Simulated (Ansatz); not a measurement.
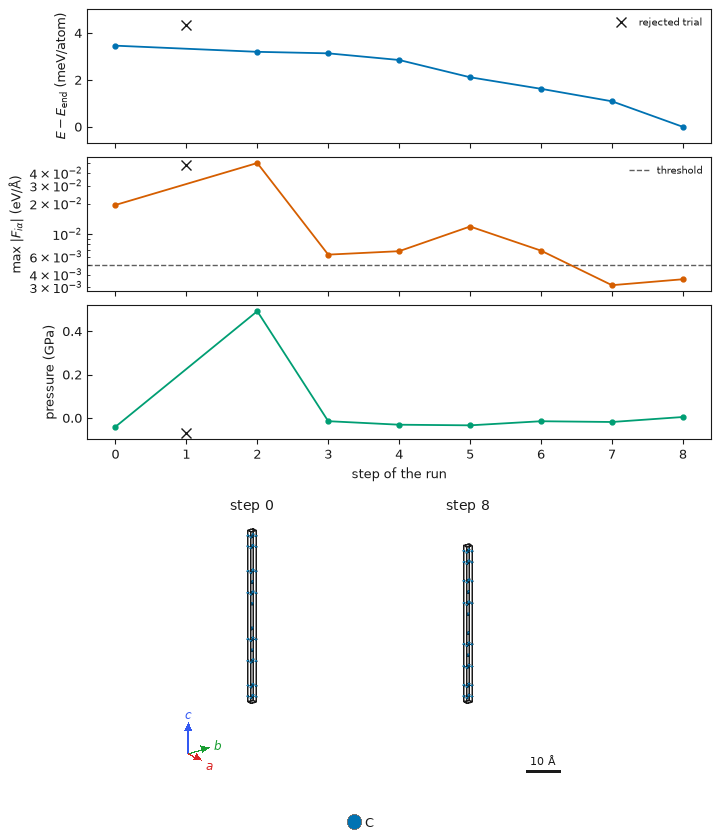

First and last geometry of a relaxation of crystalline C (set up in R-3m), with the history of the run. A ball-and-stick model of the conventional cell (3 times the calculation's cell), seen slightly off an axis. Lengths and directions refer to the drawn axes.

Computed with DFT PBE+D3(BJ), scalar-relativistic, plane waves, PAW in Ansatz. Set-up: plane-wave cutoff 420 eV; k-point mesh 18 × 18 × 18; occupations gaussian; smearing width 0.1 eV; no spin polarisation; cell and atoms relaxed; force threshold 0.005 eV/Å; at most 80 steps.

Q: Did the run converge, and what did it change?

A: The run was cut off at its time limit before the program reported convergence, but its last step already meets the force threshold: the largest component is 0.0036 eV/Å against 0.005 eV/Å. The pressure is within 0.01 GPa of its target. The largest moves relative to the cell, 0.56 Å, are those of C atoms. Cell: a = b 2.465 → 2.466 Å (0.0 %), c 52.931 → 48.244 Å (−8.9 %). Volume −8.8 %. The space group stays R-3m (No. 166). After 7 accepted moves (8 points after the start) the energy has fallen by 3.5 meV per atom. The largest force component goes from 0.019 to 0.0036 eV/Å. The pressure goes from −0.04 to 0.00 GPa. The line search rejected the trial step at point 1 of the run.
